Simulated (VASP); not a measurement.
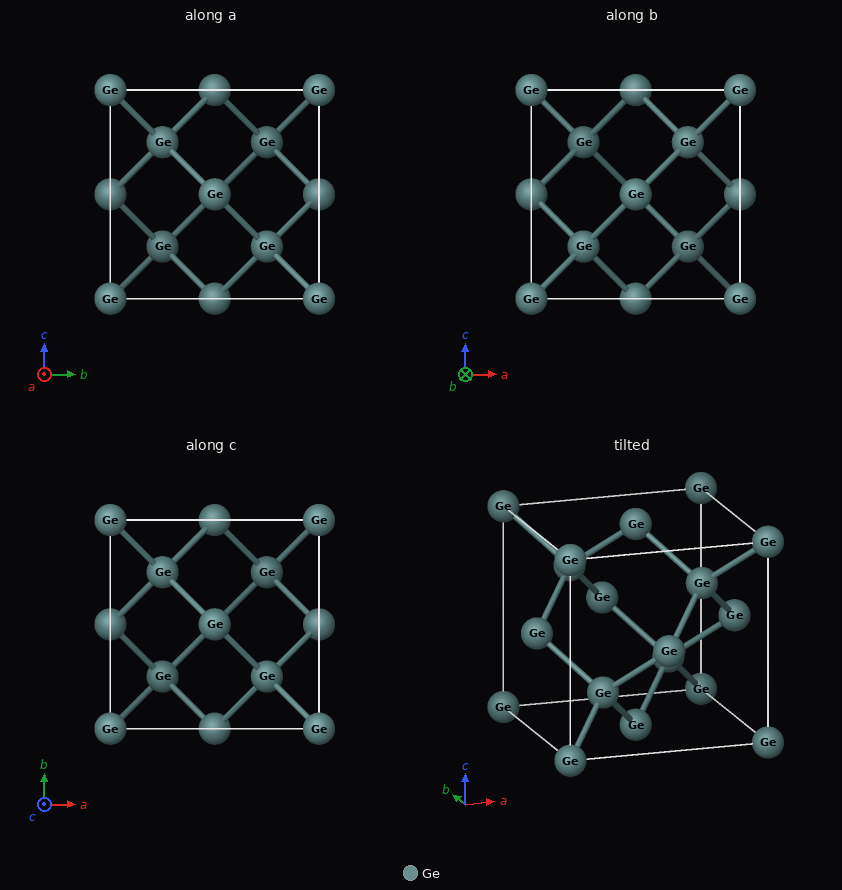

The image is a ball-and-stick drawing of a crystal, viewed along the a axis, along the b axis, along the c axis and slightly off an axis. The wireframe shows the conventional unit cell.

Lattice parameters: a = 5.8440 Å, b = 5.8440 Å, c = 5.8440 Å, α = 90.000°, β = 90.000°, γ = 90.000°.

Express the structure as a CIF in P1 with every atom of the cell.

Answer.
```cif
data_structure
_symmetry_space_group_name_H-M 'P 1'
_symmetry_Int_Tables_number 1
_cell_length_a 5.8440
_cell_length_b 5.8440
_cell_length_c 5.8440
_cell_angle_alpha 90.000
_cell_angle_beta 90.000
_cell_angle_gamma 90.000
_cell_volume 199.58
loop_
_atom_site_label
_atom_site_type_symbol
_atom_site_fract_x
_atom_site_fract_y
_atom_site_fract_z
_atom_site_occupancy
Ge1 Ge 0.0000 0.0000 0.0000 1
Ge2 Ge 0.2500 0.7500 0.7500 1
Ge3 Ge 0.0000 0.5000 0.5000 1
Ge4 Ge 0.2500 0.2500 0.2500 1
Ge5 Ge 0.5000 0.0000 0.5000 1
Ge6 Ge 0.7500 0.7500 0.2500 1
Ge7 Ge 0.5000 0.5000 0.0000 1
Ge8 Ge 0.7500 0.2500 0.7500 1
```

Its origin is a structure type filled with this element by a generator (whether the element takes this form wasn't checked). The cell was then strained or its atoms displaced on purpose. VASP was used for an electronic-structure calculation on it.

At this level of theory the cell isn't at rest (stretched, at -5 GPa), so its distances can differ from those at equilibrium, the more so the softer the solid.
